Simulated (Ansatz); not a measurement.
```
CELL_PARAMETERS angstrom
3.69600 -2.13389 0.00000
0.00000 4.26777 0.00000
0.00000 0.00000 20.00000
ATOMIC_POSITIONS crystal
C 0.00000 0.00000 0.30000
C 0.33333 0.33333 0.30000
C 0.66667 0.33333 0.30000
C 0.00000 0.66667 0.30000
C 0.33333 0.66667 0.30000
C 0.66667 0.00000 0.30000
H 0.00000 0.33333 0.47302
H 0.00000 0.33333 0.43588
```

The calculation used DFT r2SCAN+rVV10, scalar-relativistic, plane waves, PAW in Ansatz 0.2.0.

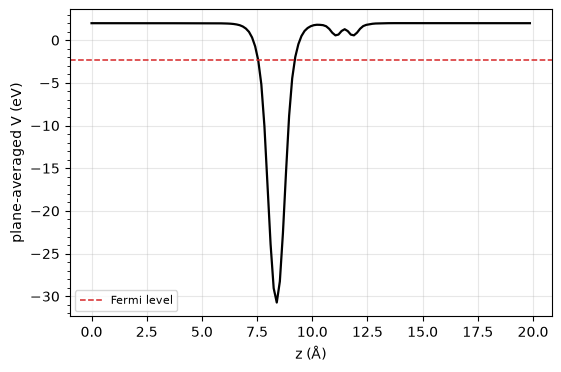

HC3 (slab). Plane average of the electrostatic potential energy of an electron across the slab.

### How far above the Fermi level of the calculation is the vacuum level?

4.3 eV.

### How thick is the slab, and how wide the vacuum?

The outermost nuclei are 3.5 Å apart, in 3 atomic planes; the vacuum between periodic images is 16.5 Å wide.
